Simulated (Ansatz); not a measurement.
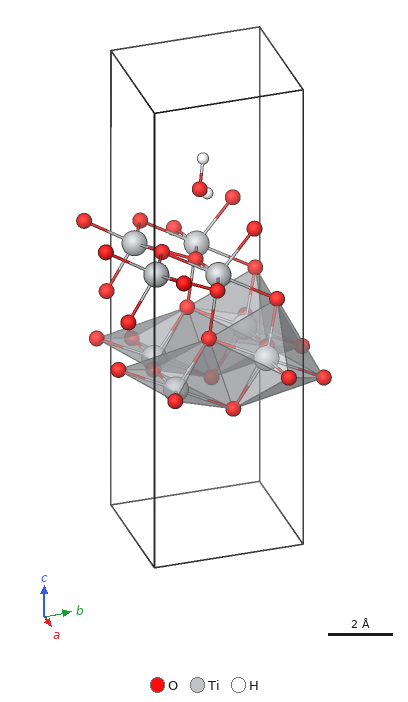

The structure as given in the input (polyhedral view of the cell of the calculation, with the vacuum cut short, seen slightly off an axis; polyhedra are completed across the faces of the cell).

## Geometry relaxation of Ti8H2O17 (part 1 of 3)

Ti8H2O17 (slab, 27 atoms in the cell), computed with DFT PBE+D3(BJ), scalar-relativistic, plane waves, PAW, no spin polarisation (Ansatz 0.2.0).

The structure derives from an entry of the Crystallography Open Database. The input holds or restrains some coordinates. It belongs to a series of runs on one base structure; here: 1 H2O a cell, tilted, over a hollow Ti-O-O site.

**Input file**
```yaml
crystal:
  lattice:
    - [7.5747420722, 0.0, 0.0]
    - [-1.8936855181, 5.1466543507, 0.0]
    - [0.0, 0.0, 25.2243571371]
  atoms:
    - { symbol: O, position: [0.1576574043, 0.6306296174, 0.3171537715] }
    - { symbol: O, position: [0.6576574043, 0.6306296174, 0.3171537715] }
    - { symbol: Ti, position: [0.067691746, 0.270766984, 0.3462082272] }
    - { symbol: Ti, position: [0.567691746, 0.270766984, 0.3462082272] }
    - { symbol: O, position: [0.2995803408, 0.1983213634, 0.3520573148] }
    - { symbol: O, position: [0.7995803408, 0.1983213634, 0.3520573148] }
    - { symbol: O, position: [0.4777260876, 0.9109043506, 0.3752626829] }
    - { symbol: O, position: [0.9777260876, 0.9109043506, 0.3752626829] }
    - { symbol: Ti, position: [0.2096146825, 0.83845873, 0.3811117705] }
    - { symbol: Ti, position: [0.7096146825, 0.83845873, 0.3811117705] }
    - { symbol: O, position: [0.1196490241, 0.4785960966, 0.4101662261] }
    - { symbol: O, position: [0.6196490241, 0.4785960966, 0.4101662261] }
    - { symbol: O, position: [0.2261951121, 0.904678876, 0.4576782583] }
    - { symbol: O, position: [0.7261951121, 0.904678876, 0.4576782583] }
    - { symbol: Ti, position: [0.1342668578, 0.5370974873, 0.4927269501] }
    - { symbol: Ti, position: [0.6342668578, 0.5370974873, 0.4927269501] }
    - { symbol: O, position: [0.365739566, 0.4629664819, 0.4934587568] }
    - { symbol: O, position: [0.865739566, 0.4629664819, 0.4934587568] }
    - { symbol: O, position: [0.546010683, 0.1840281998, 0.5263922483] }
    - { symbol: O, position: [0.046010683, 0.1840281998, 0.5263922483] }
    - { symbol: Ti, position: [0.2699402654, 0.079701281, 0.5183956419] }
    - { symbol: Ti, position: [0.7699402654, 0.079701281, 0.5183956419] }
    - { symbol: O, position: [0.1908872942, 0.7636403042, 0.5508136666] }
    - { symbol: O, position: [0.6908872942, 0.7636403042, 0.5508136666] }
    - { symbol: O, position: [0.4735946522, 0.4587052514, 0.5939465795] }
    - { symbol: H, position: [0.3839049513, 0.5356606298, 0.5789610638] }
    - { symbol: H, position: [0.4673397442, 0.4823423228, 0.6327384502] }
basis:
  ecutwfc: 420
kpoints:
  mp_grid: { grid: [2, 3, 1] }
hamiltonian:
  xc: pbe
  dispersion: d3bj
scf:
  occupations: { method: gaussian, width: 0.05 }
output:
  forces: true
  eigenvalues: true
  write_density: true
  write_potential: true
  elf: true
  volumetric_format: npy
relax:
  adjacent_minimum: "off"
  f_tol: 0.04
  max_steps: 100
  constraints: [{ sites: [0, 1, 2, 3, 4, 5, 6, 7, 8, 9, 10, 11] }]
efield:
  axis: 3
  dipole_correction: true
  ramp_width: 0.04
```

Hardware: 8 threads of Intel Xeon @ 2.50GHz (Skylake/Cascade Lake), 192 GiB of memory available, shared host.

Command:
```bash
ansatz run input.yaml --threads 8 --pin off --max-ram 20480MiB --backend cpu --events-out ev --progress --plain --runs-dir out
```

**Output**
```
Engine: ansatz 0.2.0, x86_64-unknown-linux-gnu
Pseudopotentials: kind: paw
Pseudopotential: O, paw, valence charge 6, recommended cutoff 420 eV (normal), O.paw.azcp
Pseudopotential: Ti, paw, valence charge 12, recommended cutoff 420 eV (normal), Ti.paw.azcp
Pseudopotential: H, paw, valence charge 1, recommended cutoff 420 eV (normal), H.paw.azcp
Functional definition: PBE
  parameter kappa = 0.804
  parameter beta = 0.06672455060314922
  exchange = pbe_x(kappa = kappa, mu = beta*pi^2/3)
  correlation = pbe_c(beta = beta)
Crystal: 27 atoms, lattice volume = 983.361 Å³
Basis set: ecut = 420 eV, 19189 PW (Γ), exchange–correlation on 108×80×360 points (8 copies of the dense FFT grid, shifted against one another)
Bands: 127, of which v1, the nominal top of the filled ones, is band 100 counted from 1 (99 counted from 0)
Symmetry: 1 space group operations
Space group: P1 (ITA 1), of the structure as read, at distance tolerance 9.9e-5 Å
k-points: 4 of 6 (time reversal used)
Non-local potential: O, projectors of the file, l = 0: 2, l = 1: 2, l = 2: 1
Non-local potential: Ti, projectors of the file, l = 0: 3, l = 1: 2, l = 2: 3, l = 3: 1
Non-local potential: H, projectors of the file, l = 0: 2, l = 1: 1
PAW form: soft (Blöchl's): semilocal exchange-correlation on the pseudo side does not see the compensation charge
PAW one-centre angular grid: O, 110 points (default); XC on 64 Gauss nodes
PAW one-centre angular grid: Ti, 590 points (default); XC on 64 Gauss nodes
PAW one-centre angular grid: H, 110 points (default); XC on 64 Gauss nodes
Initial density: superposition of atomic densities (neutral atoms: chi_scale 0, normalization atom), corrected by the library's trained network
Initial wavefunctions: pseudopotential atomic-orbital guess
Functional: x = pbe(κ = 0.804, μ = 0.2195149727645171), c = pbe(β = 0.06672455060314922)
SCF iter   1: F=—  HF=-29708.367492 eV  |F-HF|=—  |Δ(HF+E_count)|=         —  Δρ=3.13e-3  dr2=9.22e-2  ethr=1.77e-3  p=0.203 e·Å  D=3.73e-2 V/Å  ΔV_dip=-0.94 eV  dr2_dipole=2.04e-3  V_vac-E_F(+/−)=4.77/5.71 eV  ⟨swp⟩=5.8  Hψ=1991  notcnv=0  defer=2
efield: sawtooth ramp at fractional position 0.9549 (placed from the atoms, in the widest stretch of the axis that holds none; the zero of the levels goes with the place), width 0.0400; the density the first Hamiltonian is built on has a dipole p = 0.203 e·Å; the dipole correction subtracts the counter field D = 3.73e-2 V/Å, which shifts the + side's vacuum level by -0.94 eV against the − side's; the planar-averaged density in the ramp window peaks in size at 4.4e-6 e/Å³
preconditioner: auto → Resta (q_TF=auto, 2.092 Å⁻¹)  ε∞=3.1  [insulator: Δε(μ)=2.025 eV  Ē_g=9.606 eV  σ=0.050 eV  W_gap=1.00  n_scr=152 (ndim 8)  ℏωp=13.8 eV  f_vac=0.669  D(μ)=0.00/eV (n_scr^D=0)  ε∞_Penn≈3.1  vacuum switching on, ρ_ref=6.7e-3 e/Å³]
SCF iter   2: F=—  HF=-29708.378489 eV  |F-HF|=—  |Δ(HF+E_count)|=   1.10e-2  Δρ=2.61e-3  dr2=7.05e-2  ethr=4.61e-5  p=0.183 e·Å  D=3.36e-2 V/Å  ΔV_dip=-0.85 eV  dr2_dipole=2.17e-3  V_vac-E_F(+/−)=4.81/5.66 eV  ⟨swp⟩=2.0  Hψ=893  notcnv=0  defer=75
SCF iter   3: F=—  HF=-29708.370305 eV  |F-HF|=—  |Δ(HF+E_count)|=   8.18e-3  Δρ=1.07e-3  dr2=7.60e-3  ethr=3.53e-5  p=0.199 e·Å  D=3.66e-2 V/Å  ΔV_dip=-0.92 eV  dr2_dipole=9.49e-5  V_vac-E_F(+/−)=4.77/5.70 eV  ⟨swp⟩=2.0  Hψ=678  notcnv=0  defer=75
SCF iter   4: F=—  HF=-29708.372820 eV  |F-HF|=—  |Δ(HF+E_count)|=   2.52e-3  Δρ=6.34e-4  dr2=3.97e-3  ethr=3.80e-6  p=0.199 e·Å  D=3.66e-2 V/Å  ΔV_dip=-0.92 eV  dr2_dipole=7.33e-7  V_vac-E_F(+/−)=4.77/5.69 eV  ⟨swp⟩=2.0  Hψ=720  notcnv=0  defer=42
SCF iter   5: F=—  HF=-29708.372800 eV  |F-HF|=—  |Δ(HF+E_count)|=   2.03e-5  Δρ=1.40e-4  dr2=1.54e-4  ethr=1.99e-6  p=0.200 e·Å  D=3.69e-2 V/Å  ΔV_dip=-0.93 eV  dr2_dipole=1.10e-6  V_vac-E_F(+/−)=4.76/5.69 eV  ⟨swp⟩=2.0  Hψ=644  notcnv=0  defer=42
SCF iter   6: F=—  HF=-29708.372867 eV  |F-HF|=—  |Δ(HF+E_count)|=   6.68e-5  Δρ=7.72e-5  dr2=4.36e-5  ethr=7.70e-8  p=0.201 e·Å  D=3.70e-2 V/Å  ΔV_dip=-0.93 eV  dr2_dipole=3.26e-8  V_vac-E_F(+/−)=4.76/5.69 eV  ⟨swp⟩=2.8  Hψ=648  notcnv=0  defer=42
SCF iter   7: F=-29708.372882 eV  HF=-29708.372885 eV  |F-HF|=2.81e-6  |Δ(HF+E_count)|=   1.84e-5  Δρ=4.18e-5  dr2=1.52e-5  ethr=2.00e-8  p=0.202 e·Å  D=3.71e-2 V/Å  ΔV_dip=-0.94 eV  dr2_dipole=2.58e-10  V_vac-E_F(+/−)=4.76/5.69 eV  ⟨swp⟩=19.2  Hψ=5113  notcnv=0
SCF 1 converged in 7 iterations: F = -29708.372882 eV  dr2 = 1.52e-5
  greatest PAW one-centre occupation: 0.999 electrons in one spin orbital (limit 2), on the Ti atom at site 9 (counted from 0), in its partial waves of l = 0
relax step   1: F+E_penalty+E_count = -29708.37288220 eV  Δ(F+E_penalty+E_count) = +0.000e0 eV  max|allowed force component| = 2.333e0 eV/Å  Δτ_max = 0.0000 Å  (7 SCF iters, dr2 threshold 4.00e-5 eV, accepted)
Initial density: handed on by an earlier stage of this run
Initial wavefunctions: those handed on with the density
iter 1 solved again at ethr=1.16e-4 eV; its pass at ethr=3.10e-3 eV (dr2=2.32e-1 eV) is discarded
SCF iter   1: F=—  HF=-29709.013202 eV  |F-HF|=—  |Δ(HF+E_count)|=         —  Δρ=7.68e-3  dr2=2.36e-1  ethr=1.16e-4  p=0.202 e·Å  D=3.71e-2 V/Å  ΔV_dip=-0.94 eV  dr2_dipole=2.78e-4  V_vac-E_F(+/−)=4.77/5.70 eV  ⟨swp⟩=2.0  Hψ=1799  notcnv=0  defer=69
efield: sawtooth ramp at fractional position 0.9549 (handed on by an earlier solve), width 0.0400; the density the first Hamiltonian is built on has a dipole p = 0.202 e·Å; the dipole correction subtracts the counter field D = 3.71e-2 V/Å, which shifts the + side's vacuum level by -0.94 eV against the − side's; the planar-averaged density in the ramp window peaks in size at 4.9e-6 e/Å³
preconditioner: auto → Resta (q_TF=auto, 2.092 Å⁻¹)  ε∞=3.1  [insulator: Δε(μ)=2.059 eV  Ē_g=9.624 eV  σ=0.050 eV  W_gap=1.00  n_scr=152 (ndim 8)  ℏωp=13.8 eV  f_vac=0.668  D(μ)=0.00/eV (n_scr^D=0)  ε∞_Penn≈3.1  vacuum switching on, ρ_ref=6.7e-3 e/Å³]
SCF iter   2: F=—  HF=-29708.969165 eV  |F-HF|=—  |Δ(HF+E_count)|=   4.40e-2  Δρ=3.77e-3  dr2=5.31e-2  ethr=1.16e-4  p=0.191 e·Å  D=3.51e-2 V/Å  ΔV_dip=-0.89 eV  dr2_dipole=2.88e-5  V_vac-E_F(+/−)=4.81/5.70 eV  ⟨swp⟩=2.8  Hψ=731  notcnv=0  defer=69
SCF iter   3: F=—  HF=-29708.968786 eV  |F-HF|=—  |Δ(HF+E_count)|=   3.79e-4  Δρ=1.77e-3  dr2=4.04e-2  ethr=2.66e-5  p=0.187 e·Å  D=3.45e-2 V/Å  ΔV_dip=-0.87 eV  dr2_dipole=2.39e-6  V_vac-E_F(+/−)=4.83/5.70 eV  ⟨swp⟩=2.0  Hψ=808  notcnv=0  defer=78
SCF iter   4: F=—  HF=-29708.961950 eV  |F-HF|=—  |Δ(HF+E_count)|=   6.84e-3  Δρ=3.74e-4  dr2=1.18e-3  ethr=2.02e-5  p=0.187 e·Å  D=3.45e-2 V/Å  ΔV_dip=-0.87 eV  dr2_dipole=4.60e-6  V_vac-E_F(+/−)=4.83/5.70 eV  ⟨swp⟩=2.8  Hψ=663  notcnv=0  defer=78
SCF iter   5: F=—  HF=-29708.961952 eV  |F-HF|=—  |Δ(HF+E_count)|=   1.78e-6  Δρ=2.15e-4  dr2=4.96e-4  ethr=5.91e-7  p=0.190 e·Å  D=3.50e-2 V/Å  ΔV_dip=-0.88 eV  dr2_dipole=4.27e-6  V_vac-E_F(+/−)=4.82/5.70 eV  ⟨swp⟩=2.0  Hψ=819  notcnv=0  defer=77
SCF iter   6: F=-29708.961884 eV  HF=-29708.961911 eV  |F-HF|=2.75e-5  |Δ(HF+E_count)|=   4.05e-5  Δρ=7.72e-5  dr2=5.71e-5  ethr=5.00e-8  p=0.190 e·Å  D=3.49e-2 V/Å  ΔV_dip=-0.88 eV  dr2_dipole=7.63e-7  V_vac-E_F(+/−)=4.82/5.70 eV  ⟨swp⟩=18.5  Hψ=4915  notcnv=0
SCF 2 converged in 6 iterations: F = -29708.961884 eV  dr2 = 5.71e-5
relax step   2: F+E_penalty+E_count = -29708.96188378 eV  Δ(F+E_penalty+E_count) = -5.890e-1 eV  max|allowed force component| = 1.782e0 eV/Å  Δτ_max = 0.1947 Å  (6 SCF iters, dr2 threshold 1.00e-4 eV, accepted)
[... from here on the SCF iterations and repeated set-up lines of each step are left out, up to the last step ...]
SCF 3 converged in 6 iterations: F = -29709.194017 eV  dr2 = 7.47e-5
relax step   3: F+E_penalty+E_count = -29709.19401711 eV  Δ(F+E_penalty+E_count) = -2.321e-1 eV  max|allowed force component| = 1.549e0 eV/Å  Δτ_max = 0.1983 Å  (6 SCF iters, dr2 threshold 1.00e-4 eV, accepted)
SCF 4 converged in 7 iterations: F = -29709.362870 eV  dr2 = 7.56e-6
relax step   4: F+E_penalty+E_count = -29709.36286987 eV  Δ(F+E_penalty+E_count) = -1.689e-1 eV  max|allowed force component| = 1.351e0 eV/Å  Δτ_max = 0.1904 Å  (7 SCF iters, dr2 threshold 1.00e-4 eV, accepted)
SCF 5 converged in 7 iterations: F = -29709.497096 eV  dr2 = 7.97e-6
relax step   5: F+E_penalty+E_count = -29709.49709568 eV  Δ(F+E_penalty+E_count) = -1.342e-1 eV  max|allowed force component| = 1.118e0 eV/Å  Δτ_max = 0.2000 Å  (7 SCF iters, dr2 threshold 1.00e-4 eV, accepted)
SCF 6 converged in 6 iterations: F = -29709.613523 eV  dr2 = 7.01e-5
relax step   6: F+E_penalty+E_count = -29709.61352306 eV  Δ(F+E_penalty+E_count) = -1.164e-1 eV  max|allowed force component| = 1.180e0 eV/Å  Δτ_max = 0.1945 Å  (6 SCF iters, dr2 threshold 1.00e-4 eV, accepted)
SCF 7 converged in 7 iterations: F = -29709.721858 eV  dr2 = 1.59e-5
relax step   7: F+E_penalty+E_count = -29709.72185840 eV  Δ(F+E_penalty+E_count) = -1.083e-1 eV  max|allowed force component| = 8.679e-1 eV/Å  Δτ_max = 0.2000 Å  (7 SCF iters, dr2 threshold 1.00e-4 eV, accepted)
SCF 8 converged in 6 iterations: F = -29709.768782 eV  dr2 = 4.19e-5
relax step   8: F+E_penalty+E_count = -29709.76878177 eV  Δ(F+E_penalty+E_count) = -4.692e-2 eV  max|allowed force component| = 8.959e-1 eV/Å  Δτ_max = 0.1364 Å  (6 SCF iters, dr2 threshold 1.00e-4 eV, accepted)
SCF 9 converged in 7 iterations: F = -29709.800386 eV  dr2 = 1.12e-5
relax step   9: F+E_penalty+E_count = -29709.80038563 eV  Δ(F+E_penalty+E_count) = -3.160e-2 eV  max|allowed force component| = 1.606e0 eV/Å  Δτ_max = 0.1953 Å  (7 SCF iters, dr2 threshold 1.00e-4 eV, accepted)
SCF 10 converged in 7 iterations: F = -29709.876821 eV  dr2 = 1.48e-5
relax step  10: F+E_penalty+E_count = -29709.87682104 eV  Δ(F+E_penalty+E_count) = -7.644e-2 eV  max|allowed force component| = 3.997e-1 eV/Å  Δτ_max = 0.2000 Å  (7 SCF iters, dr2 threshold 1.00e-4 eV, accepted)
SCF 11 converged in 8 iterations: F = -29709.879884 eV  dr2 = 2.33e-6
relax step  11: F+E_penalty+E_count = -29709.87988382 eV  Δ(F+E_penalty+E_count) = -3.063e-3 eV  max|allowed force component| = 5.987e-1 eV/Å  Δτ_max = 0.2000 Å  (8 SCF iters, dr2 threshold 9.99e-6 eV, accepted)
SCF 12 converged in 7 iterations: F = -29709.909188 eV  dr2 = 6.36e-6
relax step  12: F+E_penalty+E_count = -29709.90918797 eV  Δ(F+E_penalty+E_count) = -2.930e-2 eV  max|allowed force component| = 1.693e-1 eV/Å  Δτ_max = 0.1084 Å  (7 SCF iters, dr2 threshold 2.24e-5 eV, accepted)
SCF 13 converged in 8 iterations: F = -29709.914691 eV  dr2 = 7.75e-7
relax step  13: F+E_penalty+E_count = -29709.91469061 eV  Δ(F+E_penalty+E_count) = -5.503e-3 eV  max|allowed force component| = 1.530e-1 eV/Å  Δτ_max = 0.0795 Å  (8 SCF iters, dr2 threshold 2.29e-6 eV, accepted)
SCF 14 converged in 7 iterations: F = -29709.918830 eV  dr2 = 1.80e-6
relax step  14: F+E_penalty+E_count = -29709.91882989 eV  Δ(F+E_penalty+E_count) = -4.139e-3 eV  max|allowed force component| = 1.729e-1 eV/Å  Δτ_max = 0.1019 Å  (7 SCF iters, dr2 threshold 1.87e-6 eV, accepted)
SCF 15 converged in 4 iterations: F = -29709.920172 eV  dr2 = 1.95e-5
relax step  15: F+E_penalty+E_count = -29709.92017196 eV  Δ(F+E_penalty+E_count) = -1.342e-3 eV  max|allowed force component| = 8.931e-2 eV/Å  Δτ_max = 0.0268 Å  (4 SCF iters, dr2 threshold 2.44e-5 eV, accepted)
SCF 16 converged in 7 iterations: F = -29709.920862 eV  dr2 = 1.41e-7
relax step  16: F+E_penalty+E_count = -29709.92086202 eV  Δ(F+E_penalty+E_count) = -6.901e-4 eV  max|allowed force component| = 3.000e-2 eV/Å  Δτ_max = 0.0182 Å  (7 SCF iters, dr2 threshold 2.13e-6 eV, accepted)
iter 1 solved again at ethr=8.43e-11 eV; its pass at ethr=3.10e-3 eV (dr2=1.69e-7 eV) is discarded
SCF iter   1: F=—  HF=-29709.920579 eV  |F-HF|=—  |Δ(HF+E_count)|=         —  Δρ=5.25e-6  dr2=1.76e-7  ethr=8.43e-11  p=0.016 e·Å  D=2.86e-3 V/Å  ΔV_dip=-0.07 eV  dr2_dipole=7.43e-10  V_vac-E_F(+/−)=5.61/5.68 eV  ⟨swp⟩=2.2  Hψ=1397  notcnv=0
efield: sawtooth ramp at fractional position 0.9549 (handed on by an earlier solve), width 0.0400; the density the first Hamiltonian is built on has a dipole p = 0.016 e·Å; the dipole correction subtracts the counter field D = 2.86e-3 V/Å, which shifts the + side's vacuum level by -0.07 eV against the − side's; the planar-averaged density in the ramp window peaks in size at 6.6e-6 e/Å³
preconditioner: auto → Resta (q_TF=auto, 2.092 Å⁻¹)  ε∞=3.1  [insulator: Δε(μ)=2.090 eV  Ē_g=9.600 eV  σ=0.050 eV  W_gap=1.00  n_scr=152 (ndim 8)  ℏωp=13.8 eV  f_vac=0.669  D(μ)=0.00/eV (n_scr^D=0)  ε∞_Penn≈3.1  vacuum switching on, ρ_ref=6.7e-3 e/Å³]
SCF iter   2: F=—  HF=-29709.920862 eV  |F-HF|=—  |Δ(HF+E_count)|=   2.83e-4  Δρ=3.45e-6  dr2=1.07e-7  ethr=8.43e-11  p=0.016 e·Å  D=2.87e-3 V/Å  ΔV_dip=-0.07 eV  dr2_dipole=1.18e-10  V_vac-E_F(+/−)=5.61/5.68 eV  ⟨swp⟩=3.0  Hψ=844  notcnv=0
SCF iter   3: F=-29709.920862 eV  HF=-29709.920862 eV  |F-HF|=8.47e-9  |Δ(HF+E_count)|=   7.71e-9  Δρ=2.03e-6  dr2=3.19e-8  ethr=5.00e-11  p=0.016 e·Å  D=2.86e-3 V/Å  ΔV_dip=-0.07 eV  dr2_dipole=2.37e-10  V_vac-E_F(+/−)=5.61/5.68 eV  ⟨swp⟩=9.2  Hψ=3119  notcnv=0
SCF 17 converged in 3 iterations: F = -29709.920862 eV  dr2 = 3.19e-8
relax step  17: F+E_penalty+E_count = -29709.92086206 eV  Δ(F+E_penalty+E_count) = -4.086e-8 eV  max|allowed force component| = 3.006e-2 eV/Å  Δτ_max = 0.0000 Å  (3 SCF iters, accepted)
```

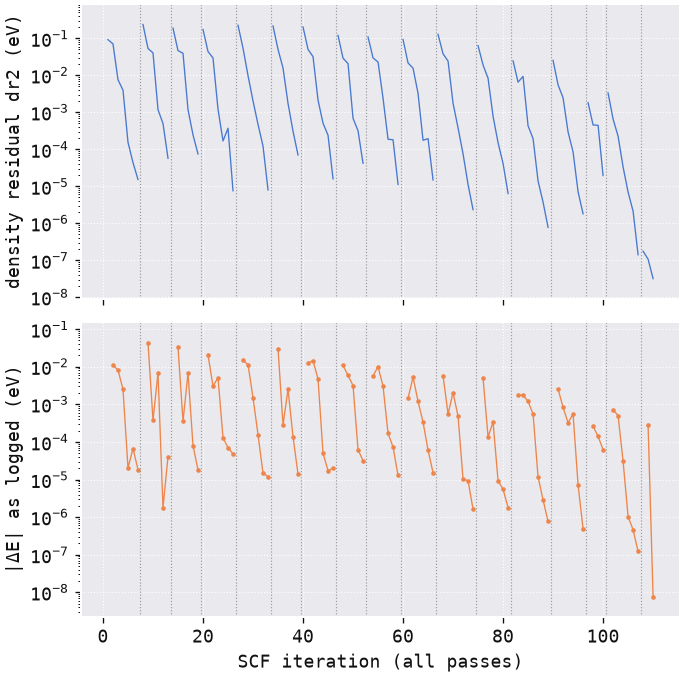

Convergence of the self-consistent field: density residual dr2 and size of the energy change against the SCF iteration. The dotted lines part the SCF passes of the relaxation: geometry steps, rejected trials and re-solves on a re-selected basis. The 17 passes take 3 to 8 iterations each, 110 in all.

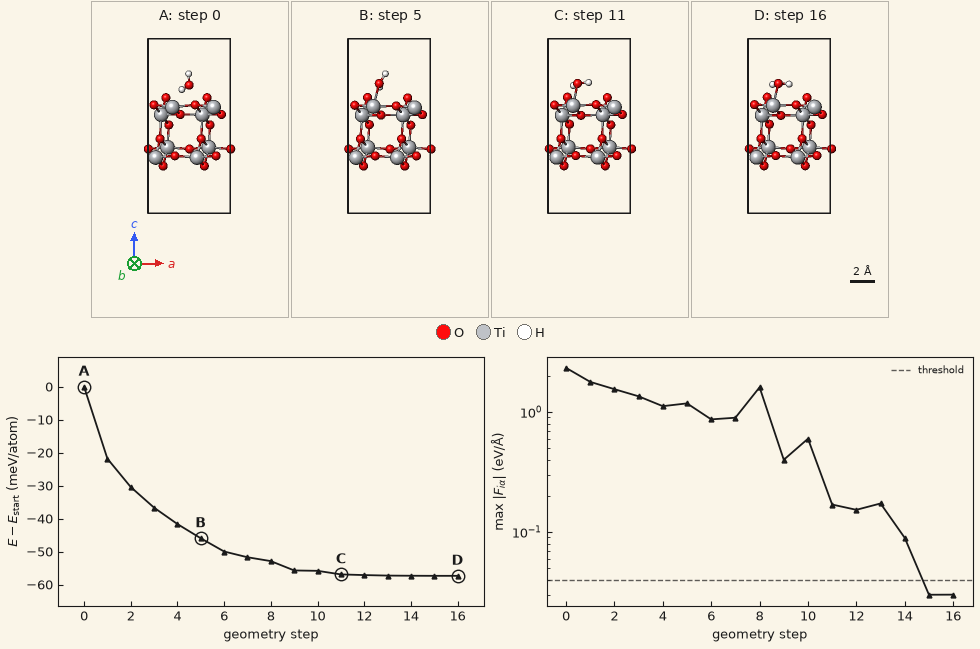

Frames of the restrained relaxation (ball-and-stick view of the cell of the calculation, with the vacuum cut short (origin shifted), along the b axis) above the curves, on which the letters mark them (the first geometry is step 0 here and step 1 in the log).
